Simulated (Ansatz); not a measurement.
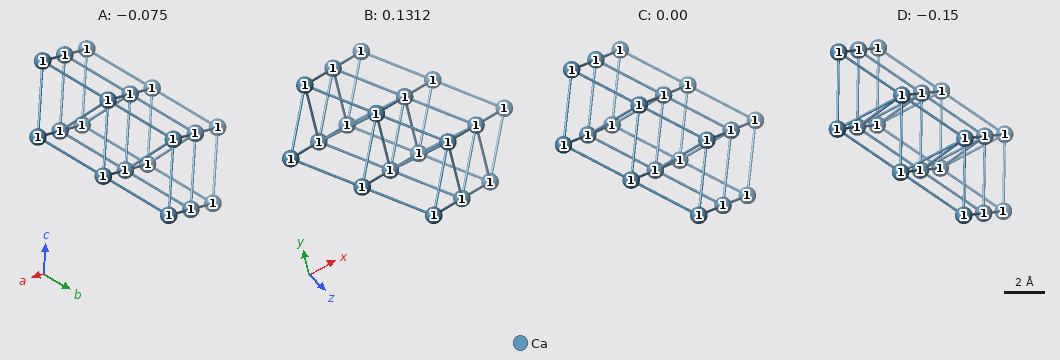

Energy scan for a crystal of Ca (Im-3m), in which the cell is strained along x and oppositely along y, with the atoms kept at their fractional coordinates. x, y and z are the Cartesian axes of the input. The picture is a ball-and-stick view of the cell of the calculation, repeated 2 × 2 × 1 with one cell outlined, seen slightly off an axis.

Level of theory: Ansatz 0.2.0, DFT PBEsol, scalar-relativistic, plane waves, PAW. Set-up: plane-wave cutoff 420 eV; k-point mesh 16 × 16 × 16; occupations gaussian; smearing width 0.15 eV; no spin polarisation. Energies (free energies at the smearing named) are counted from the cell as listed in its source, which wasn't relaxed.

> Order these geometries by energy, lowest first.

Lowest first: A (the strain −0.075, −2.0 meV/atom), C (the strain 0.00, 0.0 meV/atom), B (the strain 0.1312, 5.7 meV/atom), D (the strain −0.15, 13.5 meV/atom). Over the whole scan: the lowest computed point lies at the strain −0.075 and 0.075 (by symmetry) (−2.0 meV/atom). A local maximum lies at 0.00 (0.0 meV/atom). The end points stand at 13.5 meV/atom (−0.15) and 13.5 meV/atom (0.15). The unrelaxed reference is under a pressure of −1.5 GPa. The distortion takes the space group from Im-3m to Immm. At the strain −0.15 the cell of the drawing goes a 3.880 → 3.909 Å, b 3.880 → 3.909 Å, c 3.880 → 3.909 Å, α 109.5° → 121.7°, β 109.5° → 97.5°, γ 109.5° → 110.1°.
